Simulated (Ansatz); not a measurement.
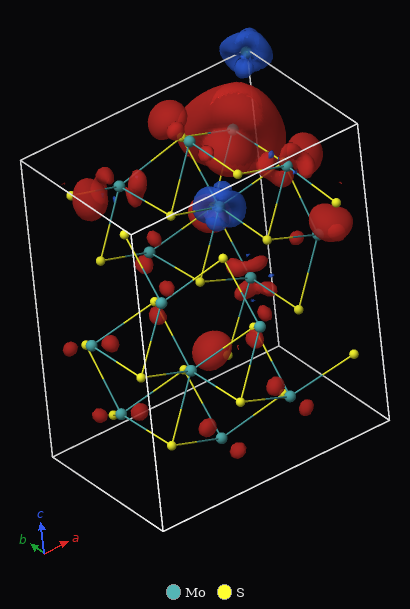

*Mo$_{13}$S$_{24}$ (cell charge +1, with a compensating background) (cell with a defect). Isosurfaces of the spin density at +0.008 (red) and −0.008 e/Å³ (blue), seen slightly off an axis. Sticks mark near contacts.*

Spin-polarised.

The calculation used DFT PBE+D3(BJ), scalar-relativistic, plane waves, PAW in Ansatz.

The density is the valence pseudo-density of a PAW calculation; it isn't the true density close to the nuclei.

**Describe the spin distribution.**

The spin density sits on Mo: +0.5 μB in one cell of 37 atoms: with much of the spin spread outside that site. The cell of the calculation (37 atoms) carries 1.0 μB of net spin moment.
